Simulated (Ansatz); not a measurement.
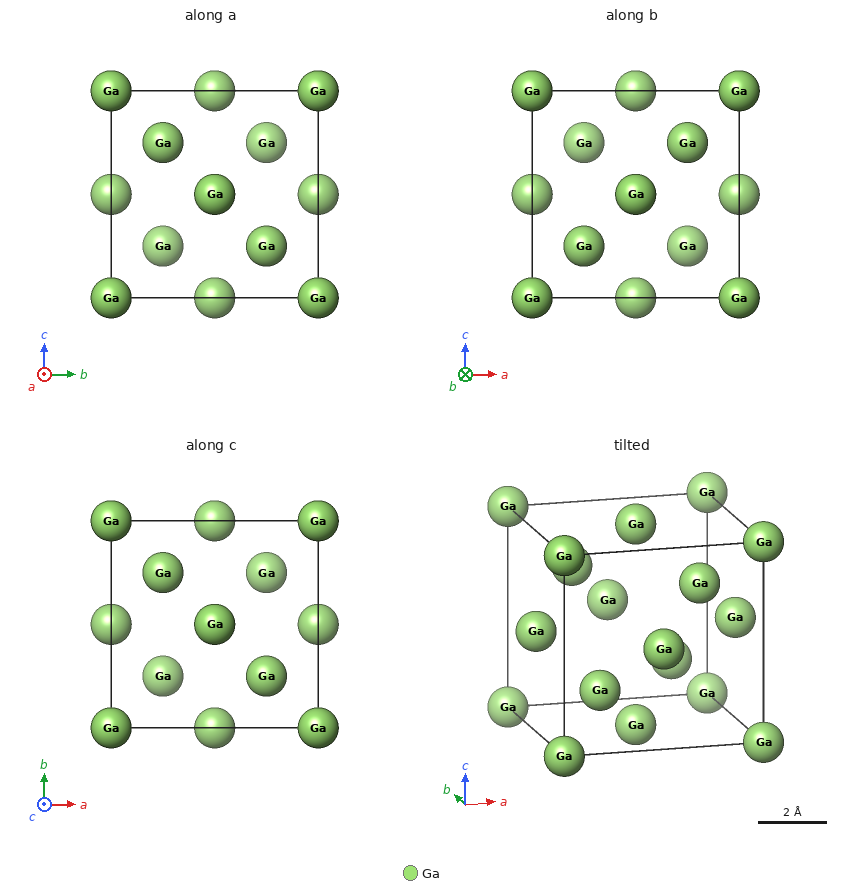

A spheres-only rendering, viewed along the a axis, along the b axis, along the c axis and slightly off an axis. One conventional unit cell is framed, with atoms on its boundary repeated.

Lattice parameters: a = 6.1247 Å, b = 6.1247 Å, c = 6.1247 Å, α = 90.000°, β = 90.000°, γ = 90.000°.

From the views, write a CIF with its space group and independent sites.

Answer.
```cif
data_structure
_symmetry_space_group_name_H-M 'F d -3 m :1'
_symmetry_Int_Tables_number 227
_cell_length_a 6.1247
_cell_length_b 6.1247
_cell_length_c 6.1247
_cell_angle_alpha 90.000
_cell_angle_beta 90.000
_cell_angle_gamma 90.000
_cell_volume 229.75
loop_
_atom_site_label
_atom_site_type_symbol
_atom_site_symmetry_multiplicity
_atom_site_Wyckoff_symbol
_atom_site_fract_x
_atom_site_fract_y
_atom_site_fract_z
_atom_site_occupancy
Ga1 Ga 8 a 0.2500 0.7500 0.7500 1
```

It derives from a structure type filled with this element by a generator (whether the element takes this form wasn't checked). Earlier steps of the study may have refined or changed the cell and positions. It went into a calculation with Ansatz.
